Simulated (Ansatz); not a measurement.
ScAl3: several calculations on one system

## 1. Relaxation

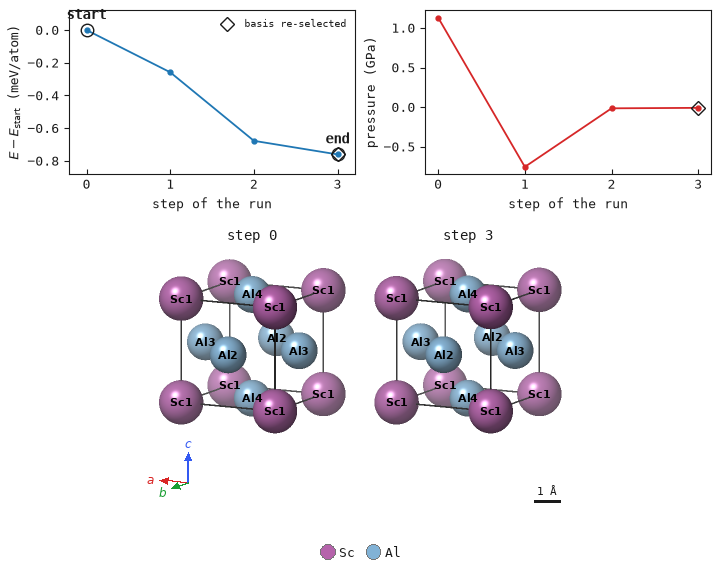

First and last geometry of a relaxation of solid ScAl3 (set up in Pm-3m), with the history of the run. Style: spheres-only. Shown: the cell of the calculation, from a free direction.

Theory: Ansatz 0.2.0, DFT PBE, scalar-relativistic, plane waves, PAW. Set-up: plane-wave cutoff 420 eV; k-point mesh 10 × 10 × 10; occupations gaussian; smearing width 0.1 eV; no spin polarisation; cell and atoms relaxed; force threshold 0.005 eV/Å; at most 80 steps.

Read the history and describe the run.

It converged. The energy falls by 0.8 meV per atom in 2 accepted moves (3 points after the start). All forces vanish by symmetry, so only the cell relaxes. Pressure: 1.13 GPa at the start and −0.01 GPa at the end. At 1 point the geometry stayed and the basis and grid were re-selected for the new cell (energy shift of 0.1 meV per atom at most each time). No atom moves by more than 0.005 Å relative to the cell. Cell: a = b = c 4.088 → 4.105 Å (+0.4 %). Volume +1.3 %. Among the contacts that change: Sc1–Al2 2.891 → 2.903 Å, Al2–Al3 2.891 → 2.903 Å. The space group stays Pm-3m (No. 221).

## 2. Relaxation

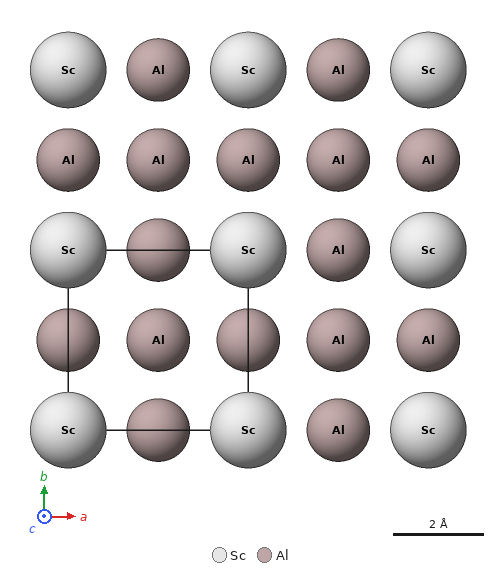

Starting structure of solid ScAl3 (set up in P4/mmm). A spheres-only model of the cell of the calculation, reduced to other axes, repeated 2 × 2 × 1 with one cell outlined, seen along the c axis. Lengths and directions refer to the drawn axes.

Case: uniaxial strain along a of +6.0 %; b, c and atoms relaxed.

The calculation used DFT PBE, scalar-relativistic, plane waves, PAW in Ansatz 0.2.0.

The input:
```yaml
crystal:
  lattice:
    - [4.3516504313, 0.0, 0.0]
    - [0.0, 4.0437506366, 0.0]
    - [0.0, 0.0, 4.0437506366]
  atoms:
    - { symbol: Sc, position: [0.0, 0.0, 0.0] }
    - { symbol: Al, position: [0.5, 0.0, 0.5] }
    - { symbol: Al, position: [0.0, 0.5, 0.5] }
    - { symbol: Al, position: [0.5, 0.5, 0.0] }
basis:
  ecutwfc: 420
kpoints:
  mp_grid: { grid: [12, 12, 12] }
hamiltonian:
  xc: pbe
scf:
  occupations: { method: gaussian, width: 0.1 }
output:
  forces: true
  stress: true
  eigenvalues: true
relax:
  adjacent_minimum: "off"
  f_tol: 0.008
  max_steps: 40
  cell: { stress_tol: 0.015, fix: [a, angles] }
```

Command:
```bash
ansatz run input.yaml --threads 1 --pin off --max-ram 2560MiB --backend cpu --events-out ev --progress --plain --runs-dir out
```

Q: What does the optimiser find from here?

A: The energy falls by 1.1 meV per atom in 3 accepted moves (4 points after the start). All forces vanish by symmetry, so only the cell relaxes. The pressure goes from −1.87 to −2.93 GPa. The SCF was repeated once at an unchanged geometry on a basis and grid sized afresh for the cell, which shifted the energy by 0.1 meV per atom at most. No atom moves by more than 0.005 Å relative to the cell. The volume changes by +1.3 %, with a = b 4.044 → 4.071 Å (+0.7 %), c unchanged at 4.352 Å. Near-neighbour distances that change, for instance: Al2–Al4 2.859 → 2.878 Å, Sc1–Al3 2.859 → 2.878 Å, Sc1–Al2 2.970 → 2.979 Å, Al2–Al3 2.970 → 2.979 Å. The space group stays P4/mmm (No. 123). The run took 100 s on 1 thread of AMD EPYC (Zen 3), on a shared host, peak memory 0.51 GiB.

## 3. Series

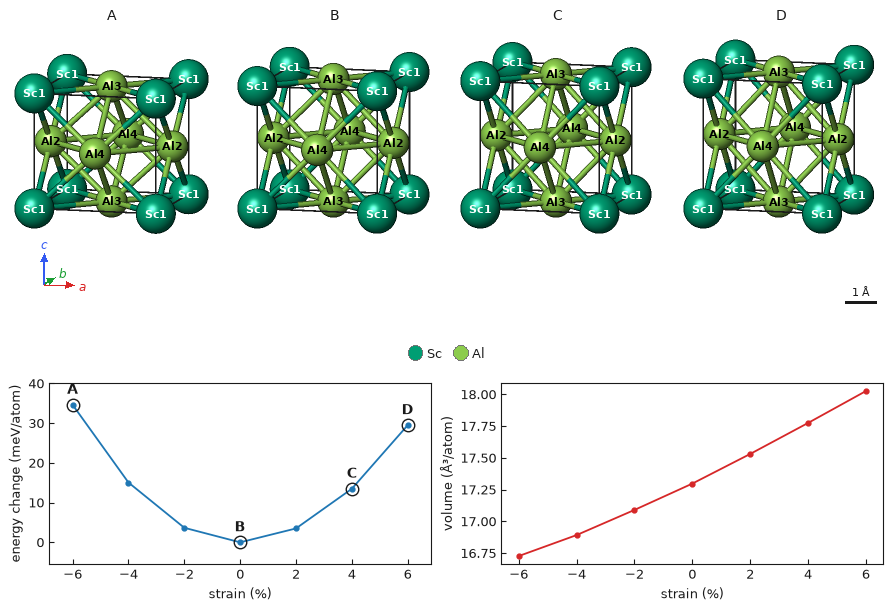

Members of a series of calculations on a crystal of ScAl3 (set up in Pm-3m), marked on the first curve. A ball-and-stick model of the cell of the calculation, reduced to other axes, seen slightly off an axis. Lengths and directions refer to the drawn axes.

The calculation used DFT PBE, scalar-relativistic, plane waves, PAW (Ansatz 0.2.0). (plane-wave cutoff 420 eV; k-point mesh 12 × 12 × 12; occupations gaussian; smearing width 0.1 eV; no spin polarisation)

### Describe the series.

Uniaxial strain along a; b, c and atoms relaxed. A (strain −6.0 %): energy change 34.6 meV/atom, volume 16.73 Å³ per atom. B (strain 0.0 %): energy change 0.0 meV/atom, volume 17.30 Å³ per atom. C (strain 4.0 %): energy change 13.5 meV/atom, volume 17.77 Å³ per atom. D (strain 6.0 %): energy change 29.5 meV/atom, volume 18.03 Å³ per atom. The rest compares A with D. Cell: a = b 4.164 → 4.071 Å (−2.2 %), c 3.859 → 4.352 Å (+12.8 %). Volume +7.8 %. Near-neighbour distances before and after: Al–Sc 2.839 → 2.979 Å, Al–Al 2.839 → 2.979 Å, Al–Al 2.944 → 2.878 Å.
